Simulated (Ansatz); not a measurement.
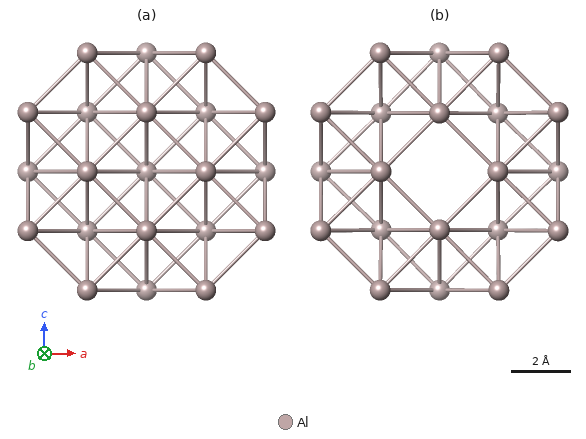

Left: perfect Al. Right: the same region with one point defect, after relaxing the atoms in a supercell of 62 sites. A ball-and-stick model of the atoms within 5.4 Å of one point, in a slice 5.0 Å thick across the line of sight, seen along the b axis.

Method: DFT PBE, scalar-relativistic, plane waves, PAW (Ansatz 0.2.0). Settings: plane-wave cutoff 420 eV; k-point mesh 3 × 3 × 3; occupations gaussian; smearing width 0.1 eV; no spin polarisation. The cell is small and the k-mesh coarse, so the numbers are rough. The axes drawn are those of the host's conventional cell.

Question: What kind of defect was made?

Answer: An aluminium atom is taken out (a vacancy).

The charge state of the cell is 0.

Question: What does the relaxation do around it?

Answer: Around the empty Al site the host had 12 Al at 2.86 Å; after relaxation the nearest atoms are 12 Al at 2.81 to 2.82 Å. Of the host's atoms, an aluminium atom moves furthest from its site, by 0.05 Å. Relaxing the atoms from the host's sites lowers the energy by 0.06 eV. At a tolerance of 0.02 Å the relaxed supercell has space group R-3.
